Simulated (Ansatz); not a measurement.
**Geometry relaxation of C₄HSi₄ (part 5 of 5)**

Continued. System: C₄HSi₄ (slab, 9 atoms in the cell). Method: DFT PBEsol, scalar-relativistic, plane waves, PAW, spin-polarised (Ansatz 0.2.0); cutoff 420 eV, 9×9×1 k-mesh, Gaussian smearing of 0.05 eV, collinear spins. The structure derives from an entry of the Crystallography Open Database. The input holds or restrains some coordinates. Forces given for the steps count only the free coordinates. It belongs to a series of runs on one base structure; here: H put over a C atom of a lower plane.

Geometry of the input (Å; fractional positions):
```
3.0806  0.0000  0.0000
0.0000  3.0806  0.0000
0.0000  0.0000  26.6241
C  0.0000  0.5000  0.3193
Si 0.5000  0.5000  0.3602
C  0.5000  0.0000  0.4011
Si 0.0000  0.0000  0.4420
C  0.0000  0.5000  0.4831
Si 0.5000  0.5000  0.5238
C  0.5000  0.0000  0.5646
Si 0.0000  0.0000  0.6062
H  0.5000  0.0000  0.6055
```

**Output, continued**
```
  k-point 24 ↓: bands = ["-14.5116", "-11.9194", "-11.4800", "-9.8541", "-9.3044", "-8.7003", "-8.2457", "-7.7198", "-7.3829", "-6.0042", "-5.6140", "-5.1418", "-4.7539", "-4.1064", "-2.1277", "-1.8872", "-1.4388", "-1.3045", "0.0892", "2.0394", "2.2416", "2.8179", "3.8626", "4.3622", "5.0709", "5.5513"]
--- Relaxed structure (10 steps of the walk, 8 accepted, 0 SCFs on fresh bases) ---
  F+E_penalty+E_count = -3482.01489785 eV   max|allowed force component| = 1.475e-2 eV/Å
  atoms:
    - { symbol: C, position: [0.0, 0.5, 0.3192590629] }
    - { symbol: Si, position: [0.5, 0.5, 0.3601679335] }
    - { symbol: C, position: [0.5, 0.0, 0.40107680419999997] }
    - { symbol: Si, position: [0.0, 0.0, 0.4419856749] }
    - { symbol: C, position: [0.0, 0.5, 0.4835985656475242] }
    - { symbol: Si, position: [0.5, 0.5, 0.523893878805751] }
    - { symbol: C, position: [0.5, 0.0, 0.5627531296504957] }
    - { symbol: Si, position: [0.0, 0.0, 0.619890187496063] }
    - { symbol: H, position: [0.5, 0.0, 0.6049115723582166] }
--- Löwdin populations: 9 sites ---
  site symbol       q [e]    m [muB]
     0      C      4.4280    -0.7238
     1     Si      2.9979     0.0188
     2      C      4.9414    -0.0746
     3     Si      2.9691    -0.0093
     4      C      4.9576    -0.0062
     5     Si      2.9477    -0.0002
     6      C      4.7594     0.0012
     7     Si      3.7345     0.0004
     8      H      0.8631     0.0001
  spilling = 0.012158 (of n_electrons = 33.000000)
```

**File populations.tsv**
```
# site	symbol	l	j	q_up	q_dn
# orbitals = lowdin
# n_electrons = 33.000000
# spilling = 0.012158
0	C	0_2S	-	0.661202	0.760213
0	C	1_2P	-	1.190898	1.815671
1	Si	0_3S	-	0.458824	0.454629
1	Si	1_3P	-	1.049502	1.034913
2	C	0_2S	-	0.584417	0.593008
2	C	1_2P	-	1.849024	1.914993
3	Si	0_3S	-	0.456050	0.458899
3	Si	1_3P	-	1.023878	1.030299
4	C	0_2S	-	0.581428	0.580862
4	C	1_2P	-	1.894258	1.901060
5	Si	0_3S	-	0.449489	0.449760
5	Si	1_3P	-	1.024262	1.024233
6	C	0_2S	-	0.586988	0.586023
6	C	1_2P	-	1.793345	1.793093
7	Si	0_3S	-	0.763172	0.764060
7	Si	1_3P	-	1.104296	1.102959
8	H	0_1S	-	0.431574	0.431516
```

**Trajectory as extended XYZ (Å, eV, eV/Å), 10 frames, from step=1 to step=10**
```
9
Lattice="3.0806 0.0000 0.0000 0.0000 3.0806 0.0000 0.0000 0.0000 26.6241" Properties=species:S:1:pos:R:3:forces:R:3 step=1 energy=-3481.60292
C     0.0000    1.5403    8.5000    0.0000   0.0000   2.1277
Si    1.5403    1.5403    9.5892    0.0000   0.0000  -2.4880
C     1.5403    0.0000   10.6783    0.0000   0.0000   0.8351
Si    0.0000    0.0000   11.7675    0.0000   0.0000  -0.7416
C     0.0000    1.5403   12.8618    0.0000   0.0000   0.7830
Si    1.5403    1.5403   13.9470    0.0000   0.0000  -0.5169
C     1.5403    0.0000   15.0307    0.0000   0.0000  -3.8975
Si    0.0000    0.0000   16.1396    0.0000   0.0000   1.8913
H     1.5403    0.0000   16.1196    0.0000   0.0000   2.0068
9
Lattice="3.0806 0.0000 0.0000 0.0000 3.0806 0.0000 0.0000 0.0000 26.6241" Properties=species:S:1:pos:R:3:forces:R:3 step=2 energy=-3481.77919
C     0.0000    1.5403    8.5000    0.0000   0.0000   2.1244
Si    1.5403    1.5403    9.5892    0.0000   0.0000  -2.4823
C     1.5403    0.0000   10.6783    0.0000   0.0000   0.8195
Si    0.0000    0.0000   11.7675    0.0000   0.0000  -0.5969
C     0.0000    1.5403   12.8720    0.0000   0.0000   0.3018
Si    1.5403    1.5403   13.9378    0.0000   0.0000  -0.1006
C     1.5403    0.0000   15.0197    0.0000   0.0000  -2.3924
Si    0.0000    0.0000   16.1914    0.0000   0.0000   1.3309
H     1.5403    0.0000   16.1544    0.0000   0.0000   0.9959
9
Lattice="3.0806 0.0000 0.0000 0.0000 3.0806 0.0000 0.0000 0.0000 26.6241" Properties=species:S:1:pos:R:3:forces:R:3 step=3 energy=-3481.93165
C     0.0000    1.5403    8.5000    0.0000   0.0000   2.0974
Si    1.5403    1.5403    9.5892    0.0000   0.0000  -2.4206
C     1.5403    0.0000   10.6783    0.0000   0.0000   0.7076
Si    0.0000    0.0000   11.7675    0.0000   0.0000  -0.3308
C     0.0000    1.5403   12.8784    0.0000   0.0000   0.0634
Si    1.5403    1.5403   13.9502    0.0000   0.0000  -0.0733
C     1.5403    0.0000   15.0101    0.0000   0.0000  -0.2502
Si    0.0000    0.0000   16.3223    0.0000   0.0000   0.4429
H     1.5403    0.0000   16.2161    0.0000   0.0000  -0.2365
9
Lattice="3.0806 0.0000 0.0000 0.0000 3.0806 0.0000 0.0000 0.0000 26.6241" Properties=species:S:1:pos:R:3:forces:R:3 step=4 energy=-3481.95506
C     0.0000    1.5403    8.5000    0.0000   0.0000   2.0920
Si    1.5403    1.5403    9.5892    0.0000   0.0000  -2.4120
C     1.5403    0.0000   10.6783    0.0000   0.0000   0.6980
Si    0.0000    0.0000   11.7675    0.0000   0.0000  -0.3550
C     0.0000    1.5403   12.8767    0.0000   0.0000   0.0237
Si    1.5403    1.5403   13.9467    0.0000   0.0000   0.0312
C     1.5403    0.0000   15.0026    0.0000   0.0000   0.0602
Si    0.0000    0.0000   16.3695    0.0000   0.0000   0.3185
H     1.5403    0.0000   16.2010    0.0000   0.0000  -0.4568
9
Lattice="3.0806 0.0000 0.0000 0.0000 3.0806 0.0000 0.0000 0.0000 26.6241" Properties=species:S:1:pos:R:3:forces:R:3 step=5 energy=-3482.01040
C     0.0000    1.5403    8.5000    0.0000   0.0000   2.0783
Si    1.5403    1.5403    9.5892    0.0000   0.0000  -2.3915
C     1.5403    0.0000   10.6783    0.0000   0.0000   0.6636
Si    0.0000    0.0000   11.7675    0.0000   0.0000  -0.2794
C     0.0000    1.5403   12.8805    0.0000   0.0000  -0.2190
Si    1.5403    1.5403   13.9473    0.0000   0.0000   0.0968
C     1.5403    0.0000   14.9742    0.0000   0.0000   0.1068
Si    0.0000    0.0000   16.5650    0.0000   0.0000  -0.0777
H     1.5403    0.0000   16.0907    0.0000   0.0000   0.0217
9
Lattice="3.0806 0.0000 0.0000 0.0000 3.0806 0.0000 0.0000 0.0000 26.6241" Properties=species:S:1:pos:R:3:forces:R:3 step=6 energy=-3482.01228
C     0.0000    1.5403    8.5000    0.0000   0.0000   2.0766
Si    1.5403    1.5403    9.5892    0.0000   0.0000  -2.3854
C     1.5403    0.0000   10.6783    0.0000   0.0000   0.6465
Si    0.0000    0.0000   11.7675    0.0000   0.0000  -0.4103
C     0.0000    1.5403   12.8686    0.0000   0.0000   0.1605
Si    1.5403    1.5403   13.9513    0.0000   0.0000  -0.1574
C     1.5403    0.0000   14.9775    0.0000   0.0000   0.0886
Si    0.0000    0.0000   16.5440    0.0000   0.0000  -0.0391
H     1.5403    0.0000   16.0953    0.0000   0.0000   0.0203
9
Lattice="3.0806 0.0000 0.0000 0.0000 3.0806 0.0000 0.0000 0.0000 26.6241" Properties=species:S:1:pos:R:3:forces:R:3 step=7 energy=-3482.00870 accepted=F
C     0.0000    1.5403    8.5000    0.0000   0.0000   2.0963
Si    1.5403    1.5403    9.5892    0.0000   0.0000  -2.4166
C     1.5403    0.0000   10.6783    0.0000   0.0000   0.7073
Si    0.0000    0.0000   11.7675    0.0000   0.0000  -0.3387
C     0.0000    1.5403   12.8800    0.0000   0.0000  -0.0920
Si    1.5403    1.5403   13.9481    0.0000   0.0000   0.0406
C     1.5403    0.0000   14.9890    0.0000   0.0000   0.0800
Si    0.0000    0.0000   16.4624    0.0000   0.0000   0.1581
H     1.5403    0.0000   16.1292    0.0000   0.0000  -0.2351
9
Lattice="3.0806 0.0000 0.0000 0.0000 3.0806 0.0000 0.0000 0.0000 26.6241" Properties=species:S:1:pos:R:3:forces:R:3 step=8 energy=-3482.01443
C     0.0000    1.5403    8.5000    0.0000   0.0000   2.0874
Si    1.5403    1.5403    9.5892    0.0000   0.0000  -2.4013
C     1.5403    0.0000   10.6783    0.0000   0.0000   0.6810
Si    0.0000    0.0000   11.7675    0.0000   0.0000  -0.3692
C     0.0000    1.5403   12.8751    0.0000   0.0000   0.0149
Si    1.5403    1.5403   13.9493    0.0000   0.0000   0.0126
C     1.5403    0.0000   14.9839    0.0000   0.0000  -0.0215
Si    0.0000    0.0000   16.5217    0.0000   0.0000  -0.0414
H     1.5403    0.0000   16.1028    0.0000   0.0000   0.0374
9
Lattice="3.0806 0.0000 0.0000 0.0000 3.0806 0.0000 0.0000 0.0000 26.6241" Properties=species:S:1:pos:R:3:forces:R:3 step=9 energy=-3482.01208 accepted=F
C     0.0000    1.5403    8.5000    0.0000   0.0000   2.0956
Si    1.5403    1.5403    9.5892    0.0000   0.0000  -2.4148
C     1.5403    0.0000   10.6783    0.0000   0.0000   0.7037
Si    0.0000    0.0000   11.7675    0.0000   0.0000  -0.3556
C     0.0000    1.5403   12.8794    0.0000   0.0000  -0.1386
Si    1.5403    1.5403   13.9445    0.0000   0.0000   0.0327
C     1.5403    0.0000   14.9803    0.0000   0.0000  -0.0478
Si    0.0000    0.0000   16.4668    0.0000   0.0000   0.1410
H     1.5403    0.0000   16.1063    0.0000   0.0000  -0.0163
9
Lattice="3.0806 0.0000 0.0000 0.0000 3.0806 0.0000 0.0000 0.0000 26.6241" Properties=species:S:1:pos:R:3:forces:R:3 step=10 energy=-3482.01490
C     0.0000    1.5403    8.5000    0.0000   0.0000   2.0903
Si    1.5403    1.5403    9.5892    0.0000   0.0000  -2.4045
C     1.5403    0.0000   10.6783    0.0000   0.0000   0.6854
Si    0.0000    0.0000   11.7675    0.0000   0.0000  -0.3729
C     0.0000    1.5403   12.8754    0.0000   0.0000   0.0021
Si    1.5403    1.5403   13.9482    0.0000   0.0000  -0.0052
C     1.5403    0.0000   14.9828    0.0000   0.0000   0.0147
Si    0.0000    0.0000   16.5040    0.0000   0.0000  -0.0016
H     1.5403    0.0000   16.1053    0.0000   0.0000  -0.0083
```

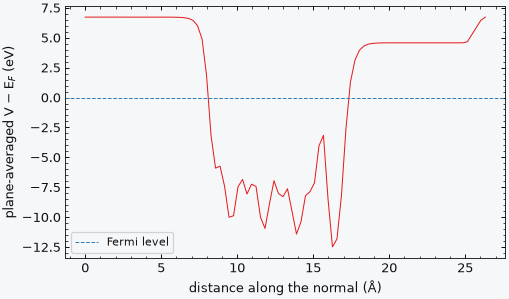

Figure 1. Plane average of the electrostatic potential energy of an electron across the cell, from the Fermi level. The vacuum level lies 4.57 eV above the Fermi level on the upper side and 6.72 eV on the lower.

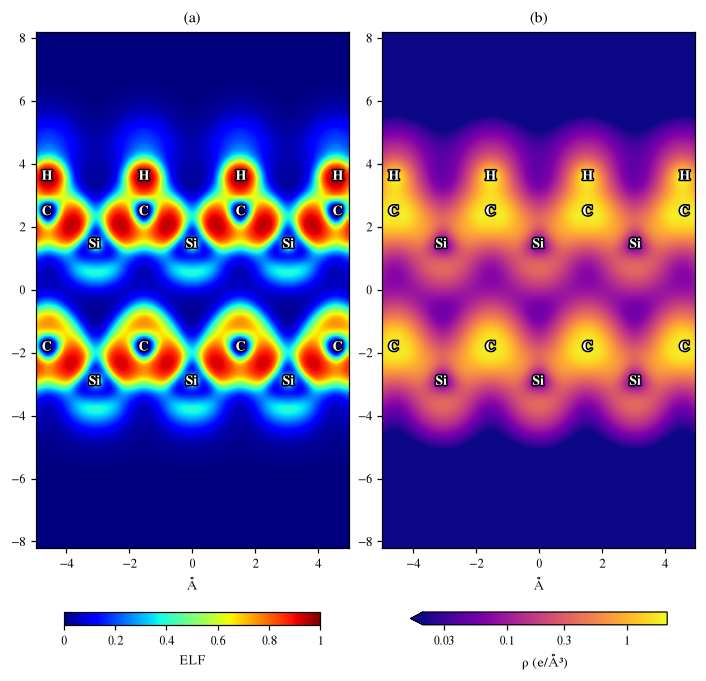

Figure 2. (a) ELF; (b) valence pseudo-density on the (100) plane of the calculation cell, a cut from vacuum to vacuum. Atoms in the plane: Si, C and H. Si–C (1.89 Å): ρ is about 0.86 e/Å³ halfway; the ELF peaks at about 0.95 between the atoms, as expected for localised, shared-pair bonding. The density dies away to nearly zero in the vacuum. Core electrons are frozen (PAW), so the fields are smoothed inside the atomic spheres.

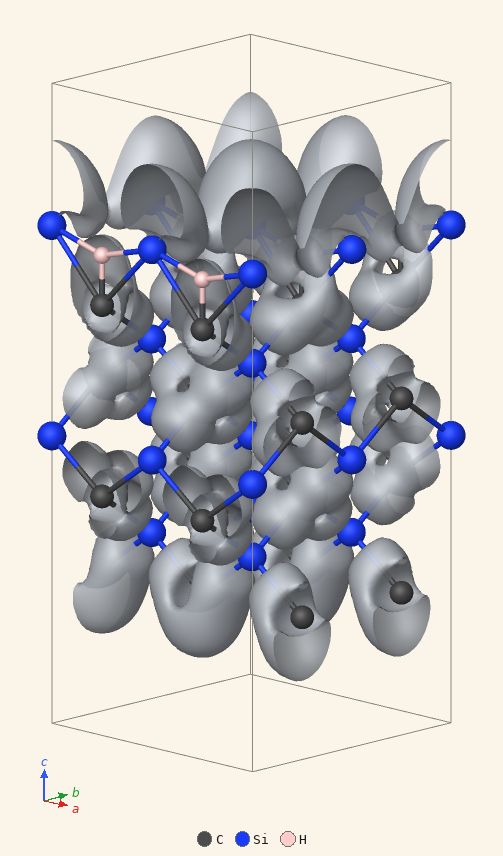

Figure 3. Isosurface of the ELF at 0.7 (grey), seen at an oblique angle. Core shells and regions of very low density are left out. Sticks mark near contacts. Profiles from the grid: C–H (1.12 Å): the ELF climbs to about 0.95 towards the hydrogen (a covalent bond by its length). Si–H (1.59 Å): the ELF climbs to about 0.95 towards the hydrogen.

**Summary**

| quantity | value |
| --- | --- |
| outcome | converged under the restraints of the input |
| electrons treated | 33 |
| free energy | −3482.0149 eV |
| work function, top face | 4.57 eV |
| work function, bottom face | 6.72 eV |
| Fermi energy | −0.250 eV |
| gap on the k-point mesh | none (metallic) |
| net moment of the cell | −0.80 μB |
| integrated absolute moment | 0.84 μB |
| final volume | 252.67 Å³ |
| work function (upper face) | 4.57 eV |
| largest force (length of the vector) at the end, held atoms and coordinates included | 2.404 eV/Å |
| hardware | 2 threads of Intel Xeon (Granite Rapids), 32 GiB of memory available, shared host |
| wall time | 5.5 min (CPU time 10 min) |
| peak memory | 0.96 GiB |

**Notes**

The electronic state found may not be the lowest one. Notes on the run: the exchange-correlation potential is rough where the density is thin.
